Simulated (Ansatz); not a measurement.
Consider Ti₃Al.

```yaml
crystal:
  lattice:
    - [5.68780, 0.00000, 0.00000]
    - [-2.84390, 4.92578, 0.00000]
    - [0.00000, 0.00000, 4.60772]
  atoms:
    - { symbol: Ti, position: [0.83031, 0.16969, 0.25000] }
    - { symbol: Ti, position: [0.66062, 0.83031, 0.75000] }
    - { symbol: Ti, position: [0.83031, 0.66062, 0.25000] }
    - { symbol: Ti, position: [0.16969, 0.83031, 0.75000] }
    - { symbol: Ti, position: [0.33938, 0.16969, 0.25000] }
    - { symbol: Ti, position: [0.16969, 0.33938, 0.75000] }
    - { symbol: Al, position: [0.33333, 0.66667, 0.25000] }
    - { symbol: Al, position: [0.66667, 0.33333, 0.75000] }
```

Space group P6₃/mmc; computed without spin polarisation.

Method: DFT PBEsol, scalar-relativistic, plane waves, PAW (Ansatz).

> What will maps of the valence pseudo-density and electron localisation function show?

Ti–Ti (2.79 Å): ρ is about 0.23 e/Å³ halfway; the ELF is about 0.25 at the midpoint (no localised pair shows between them).
Ti–Al (2.81 Å): ρ at the midpoint is about 0.21 e/Å³; the ELF is about 0.35 at the midpoint.
Ti–Ti (2.85 Å): the density is about 0.2 e/Å³ at the midpoint; the ELF is about 0.20 at the midpoint: no shared electron pair shows on this line.
The ELF has a maximum of about 0.70 in the space between the atoms, on no atom or two-centre bond.

> Metal or insulator at this level of theory?

It is metallic or semimetallic at this level of theory: no gap opens.

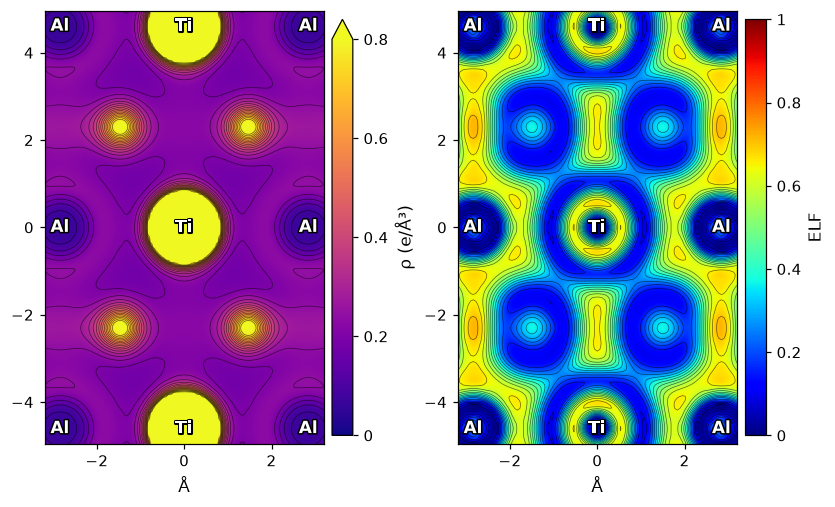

Computed valence pseudo-density and electron localisation function on the (010) plane of the conventional cell, in this order. Atoms just off the plane (Ti, 0.8 Å away) can leave unmarked features too.

Core electrons are frozen (PAW), and the valence fields are smoothed inside the atomic spheres.
